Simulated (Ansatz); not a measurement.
```yaml
crystal:
  lattice:
    - [3.69138, 0.00000, 0.00000]
    - [-1.84569, 3.19683, 0.00000]
    - [0.00000, 0.00000, 6.04108]
  atoms:
    - { symbol: Zr, position: [0.00000, 0.00000, 0.00000] }
    - { symbol: S, position: [0.33333, 0.66667, 0.23791] }
    - { symbol: S, position: [0.66667, 0.33333, 0.76209] }
```

Space group P-3m1; a structure from a database of computed crystals, not necessarily the ambient phase; computed pressure about −3 GPa in this cell.

All numbers below come from Ansatz 0.2.0, Kohn-Sham DFT of a periodic cell, PBEsol, Ansatz PAW.

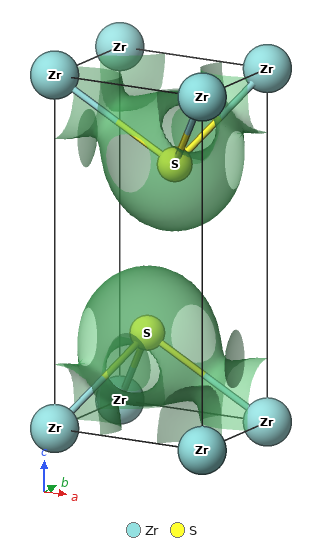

ZrS2. Isosurface of the valence charge density (pseudo) at 0.3 e/Å³ (green), seen slightly off an axis. Sticks mark near contacts.

Q: What does this surface tell about the bonding?

A: At this value the density is joined into sheets; it holds about 80 % of the electrons treated as valence (semicore included). It bridges the shortest Zr–S (2.57 Å) contacts, where the density stays above the isovalue. On the grid the lowest density along these lines, outside the cores, is 0.43 e/Å³ (Zr–S, 2.57 Å).
